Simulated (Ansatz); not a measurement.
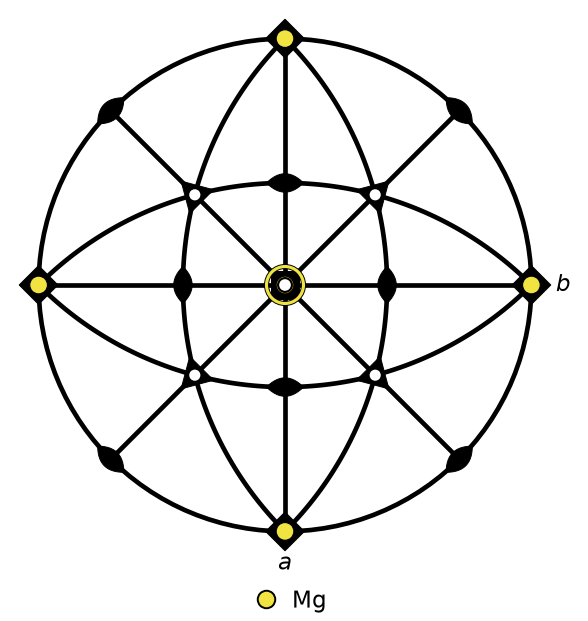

Crystal: MgS, the geometry relaxed with DFT, r2SCAN, plane waves, PAW in Ansatz; the starting structure was generated, so it need not be a known form of this composition. Directions from one sulfur atom at (1/2, 0, 0) to its bonded neighbours, in stereographic projection down c (filled: above the plane of the page or in it, open: below). All values are computed from the atomic coordinates in the standard setting (tolerance 0.002 Å).

Neighbours are counted up to 3.00 Å for Mg. The symmetry elements of the site are drawn in: heavy lines are mirror planes (a heavy rim: a mirror in the plane of the page); lens, triangle, square and hexagon are 2-, 3-, 4- and 6-fold axes, a lens in an open square is −4, a triangle in an open hexagon −6; thin dashed diameters join the ends of axes that lie in the page; a small open circle marks inversion.

```
CELL_PARAMETERS angstrom
5.20304 0.00000 0.00000
0.00000 5.20304 0.00000
0.00000 0.00000 5.20304
ATOMIC_POSITIONS crystal
Mg 0.00000 0.00000 0.00000
S 0.50000 0.00000 0.00000
Mg 0.00000 0.50000 0.50000
S 0.50000 0.50000 0.50000
Mg 0.50000 0.00000 0.50000
S 0.00000 0.00000 0.50000
Mg 0.50000 0.50000 0.00000
S 0.00000 0.50000 0.00000
```

> How many neighbours are there, and at what angles?

6: 6 Mg at 2.60 Å. Angles between bonds: 90° (12×), 180° (3×).

> What is the site's symmetry in the crystal?

Point group m-3m (Oh), order 48: three fourfold axes, four threefold axes, six twofold axes, nine mirror planes, an inversion centre. In No. 225, Fm-3m this is Wyckoff position 4b.
